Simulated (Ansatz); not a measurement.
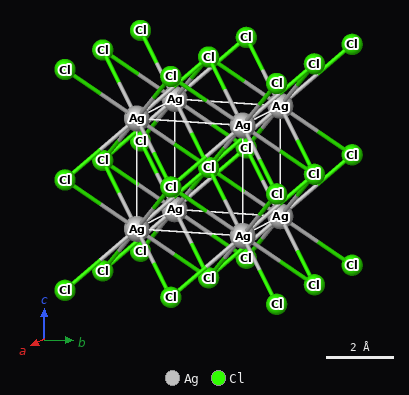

Ball-and-stick drawing of the structure, looking slightly off an axis. One conventional unit cell is outlined, and atoms on its boundary appear in each equivalent place. Bonded atoms from the next cells complete the picture.

AgCl, caesium chloride (CsCl, B2) type, space group Pm-3m (No. 221), a = 3.396 Å, b = 3.396 Å, c = 3.396 Å, α = 90.00°, β = 90.00°, γ = 90.00°. The structure comes from a structure type filled with these elements by a generator (whether the compound takes this form wasn't checked). Earlier steps of the study may have refined or changed the cell and positions. It was the input of a calculation with Ansatz.

This one geometry was computed with Ansatz (DFT, plane waves, PAW) at six levels of theory: Hartree-Fock, PBE with spin-orbit coupling, HSE06, PBE0, r2SCAN0 and LDA. It was relaxed beforehand with r2SCAN.

Q: Which level gives the highest pressure at this volume, and what does that say about its equilibrium volume?

A: Highest: Hartree-Fock (10.9 GPa), which points to the largest equilibrium volume. Lowest, with the smallest volume: LDA (-6.3 GPa). Levels within 0.5 GPa of each other can't be told apart.

Q: How does the band gap change with the level of theory?

A: LDA: a gap of 0.29 eV, indirect; PBE with spin-orbit coupling: a gap of 0.49 eV, indirect; HSE06: a gap of 2.01 eV, indirect; PBE0: a gap of 2.70 eV, indirect; r2SCAN0: a gap of 3.15 eV, indirect; Hartree-Fock: a gap of 9.94 eV, indirect.

Q: Collect the results in a table.

A:
| level | cutoff (eV) | k-mesh of the run's cell | gap (eV) | pressure (GPa) |
| --- | --- | --- | --- | --- |
| Hartree-Fock | 420 | 6×6×6 | 9.94 | 10.9 |
| PBE with spin-orbit coupling | 420 | 8×8×8 | 0.49 | 1.6 |
| HSE06 | 420 | 6×6×6 | 2.01 | 1.3 |
| PBE0 | 420 | 6×6×6 | 2.70 | 1.1 |
| r2SCAN0 | 500 | 6×6×6 | 3.15 | 0.2 |
| LDA | 420 | 8×8×8 | 0.29 | -6.3 |

Gaps are taken on the k-mesh or band path of each run.
